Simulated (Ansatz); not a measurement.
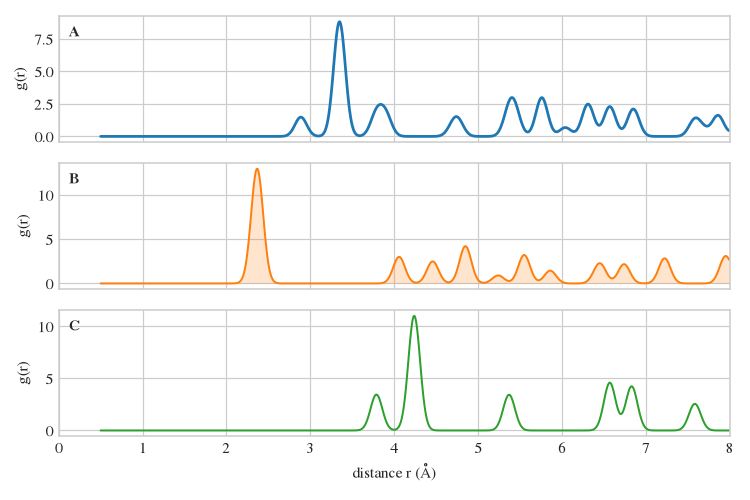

Element-resolved g(r), computed from the atomic positions of PtS2, each distance broadened by a Gaussian of σ = 0.07 Å. Basis of the simulation: the end point of a relaxation with DFT, PBEsol, plane waves, PAW in Ansatz 0.2.0; the starting structure was generated, so it need not be a known form of this composition.

```yaml
crystal:
  lattice:
    - [5.36979, 0.00000, 0.00000]
    - [0.00000, 5.36979, 0.00000]
    - [0.00000, 0.00000, 3.78578]
  atoms:
    - { symbol: Pt, position: [0.00000, 0.00000, 0.00000] }
    - { symbol: Pt, position: [0.50000, 0.50000, 0.50000] }
    - { symbol: S, position: [0.30974, 0.30974, 0.00000] }
    - { symbol: S, position: [0.19026, 0.80974, 0.50000] }
    - { symbol: S, position: [0.80974, 0.19026, 0.50000] }
    - { symbol: S, position: [0.69026, 0.69026, 0.00000] }
```

Which pair of elements belongs to which panel?

Answer. panel A is S–S (first distance 2.89 Å); panel B is Pt–S (first distance 2.35–2.38 Å); panel C is Pt–Pt (first distance 3.79 Å).

Give the first two coordination shells of each pair (distances closer than 0.12 Å counted as one shell; neighbours averaged over all atoms of the first element).

Answer.
```tsv
pair	first shell (Å)	neighbours in it	second shell (Å)	neighbours in the second
S–S	2.89	1 S per S	3.35	8
Pt–S	2.35–2.38	6 S per Pt	4.06	4
Pt–Pt	3.79	2 Pt per Pt	4.24	8
```
